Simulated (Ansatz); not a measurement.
## Electronic structure of FeCo in real space

The calculation's input:

```
crystal:
  lattice:
    - [2.8448778431, 0.0, 0.0]
    - [0.0, 2.8448778431, 0.0]
    - [0.0, 0.0, 2.8448778431]
  atoms:
    - { symbol: Fe, position: [0.5, 0.5, 0.5], spin: 3.09 }
    - { symbol: Co, position: [0.0, 0.0, 0.0], spin: 2.02 }
basis:
  ecutwfc: 420
kpoints:
  mp_grid: { grid: [14, 14, 14] }
hamiltonian:
  xc: pbe
  dispersion: d3bj
scf:
  occupations: { method: gaussian, width: 0.1 }
output:
  forces: true
  stress: true
  eigenvalues: true
  populations: true
  write_density: true
  write_potential: true
  elf: true
  volumetric_format: npy
magnetization:
  spin_polarized: true
relax:
  adjacent_minimum: "off"
  f_tol: 0.005
  max_steps: 50
  cell: { stress_tol: 0.05 }
```

Launched as:

```sh
ansatz run input.yaml --threads 1 --pin off --max-ram 2560MiB --backend cpu --events-out ev --progress --plain --runs-dir out
```

Below, planes, directions and counts refer to the conventional cell (a = 2.82 Å, b = 2.82 Å, c = 2.82 Å, α = 90.00°, β = 90.00°, γ = 90.00°).

The fields are those of the relaxed geometry.

Space group Pm-3m; spin-polarised.

Theory: DFT PBE+D3(BJ), scalar-relativistic, plane waves, PAW in Ansatz 0.2.0.

Core electrons are frozen (PAW), and the valence fields are smoothed inside the atomic spheres.

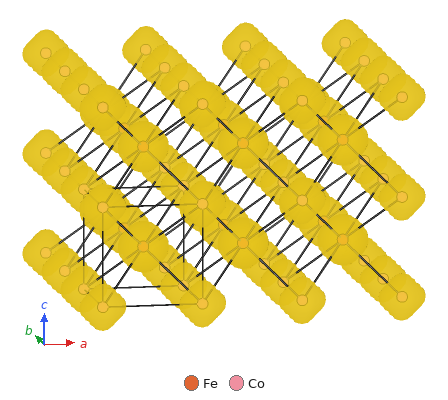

Figure 1. Isosurface of the spin density at +0.5 e/Å³ (yellow), seen slightly off an axis. Sticks mark near contacts.

Which atoms carry the moments, and with what signs?

The spin density sits on Fe: +2.8 μB; Co: +1.8 μB in one cell of 2 atoms: parallel main moments (a ferromagnetic arrangement) in this solution. The cell of the calculation (2 atoms) carries 4.5 μB of net spin moment.

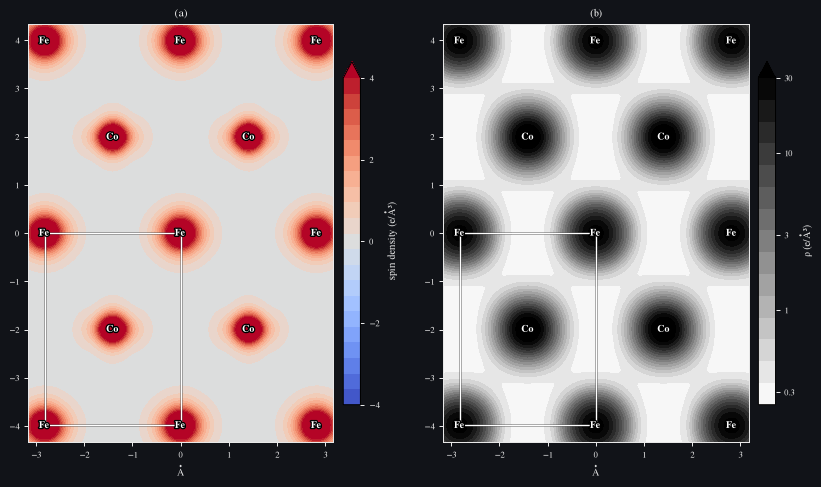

Figure 2. (a) spin density (up minus down); (b) valence electron density on the (011̄) plane of the conventional cell.

Interpret the plot.

- The section cuts through Fe and Co sites.
- Fe–Co (2.44 Å): the density is about 0.36 e/Å³ at the midpoint.
- Between the atoms the lowest density in this plane is 0.25 e/Å³.

Does the calculation give a band gap?

It is gapless in this calculation (a metal or semimetal).
